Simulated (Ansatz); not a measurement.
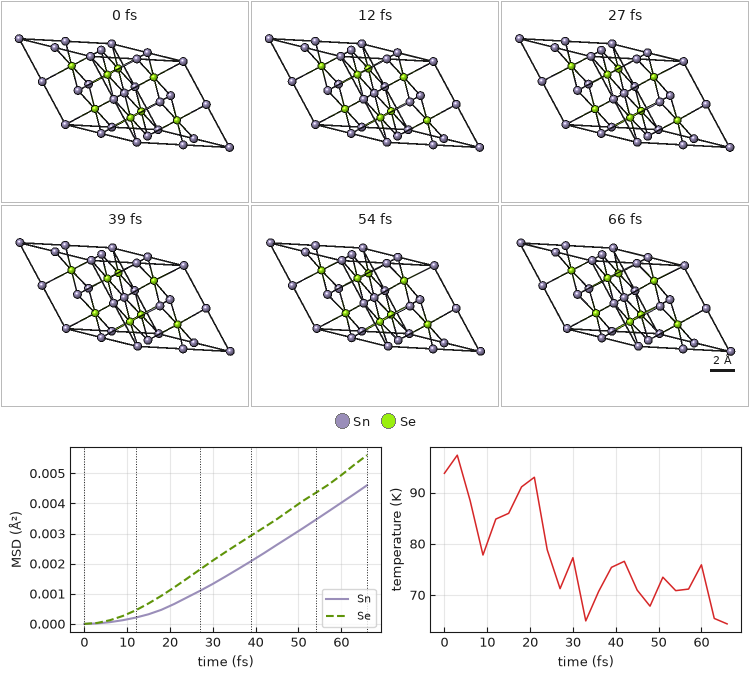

First-principles dynamics of a 16-atom cell of SnSe (built on the measured structure type), of which 66 fs are on record. Frames and the history of the run. Style: ball-and-stick. Shown: the reduced simulation cell, from a free direction. Bonds to atoms that aren't drawn are left out. Lengths and directions refer to the drawn axes.

The calculation used DFT, r2SCAN, plane waves, PAW in Ansatz. Set-up: plane-wave cutoff 500 eV; k-point mesh 2 × 2 × 2; Fermi-Dirac smearing 0.02 eV; Langevin thermostat and barostat (NPT); set temperature 100 K; time step 3 fs.

**What do the frames and curves show?**

In the second half of the run the atoms are, in the root-mean-square, this far from where they began (common drift taken out): Se 0.06 Å, Sn 0.06 Å. The run lasts only 66 fs, too short to tell vibration from diffusion. The mean temperature in the second half is 71 K (standard deviation 4 K). The potential energy in the second half lies on average 5.5 meV per atom above the first frame. The mean pressure there is 0.3 GPa. The volume ends −0.8 % from the start. The conserved quantity stays between −0.00069 and 0.0051 meV per atom of its start. A straight-line fit has a slope that amounts to +0.0043 meV per atom over 66 fs (under 0.1 % of the mean kinetic energy), its mean offset in the second half is under 0.1 %, and the ripple about the line is under 0.1 % of the kinetic energy's fluctuation. With a drift under 2 % and a ripple under 7 %, the integration is accurate. The run was cut off by its time limit after 22 steps.

The run took 7.7 min on 4 threads of Arm Neoverse V1, with other jobs on the host, peak memory 2.9 GiB.
